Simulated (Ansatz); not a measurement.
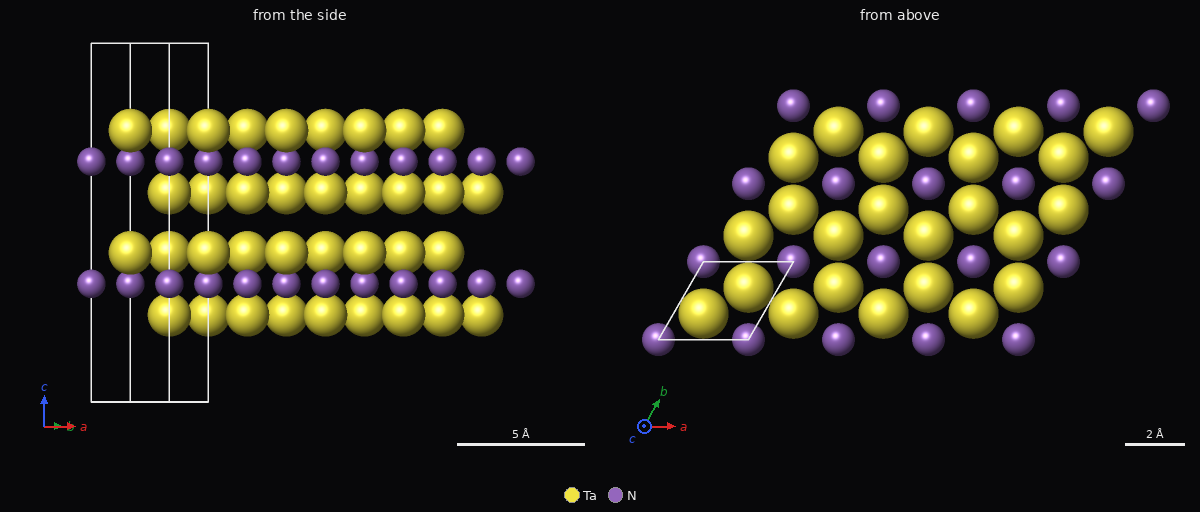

A spheres-only picture of a periodic slab, seen from the side and from above. The surface normal points up in side views; the box is the simulation cell. 4×3 cells are drawn in the plane, with atoms at the edges repeated.

The cell holds 4 Ta, 2 N.

**Name the terminations.**

The top face ends in Ta, the bottom face in Ta. The two faces are alike.

**Read the thickness off the scale bar.**

About 7 Å from the lowest to the highest atom, with about 7 Å of vacuum to the next image.

**Go down through the slab and list the planes.**

Six planes: Ta / N / Ta / Ta / N / Ta.

The starting point was a structure listed in the Materials Project. The cell was then strained or its atoms displaced on purpose. A calculation with Ansatz used it as input.

At this level of theory the run's own cell isn't at rest (stretched, at -4 GPa), so its distances can differ from those at equilibrium, the more so the softer the solid.
